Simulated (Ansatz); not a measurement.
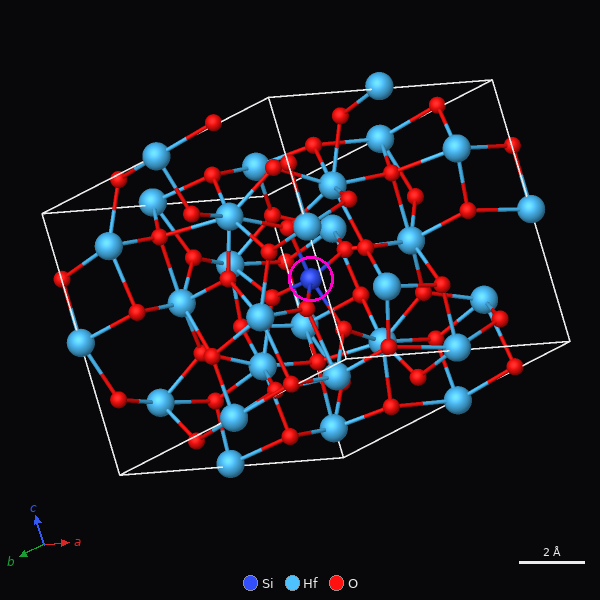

Crystal structure, ball-and-stick style, seen from a general direction. The lines enclose the supercell; boundary atoms appear with their images. The host is HfO2, in a cell of 48 sites, and the cell carries a charge of +1. A ring marks the defect's site.

How does this supercell depart from the perfect host?

Silicon on a hafnium site (a substitutional impurity). It is bonded to five O at about 1.7 to 1.9 Å. Not all metal-metal contacts are counted.

The initial geometry was a structure listed in the Materials Project, repeated into a supercell with a point defect put in. Earlier steps of the study, as a rule a relaxation of our own, may have changed the cell and positions, so they can lie some per cent off the listed ones. It was set up as input for a calculation with Ansatz.
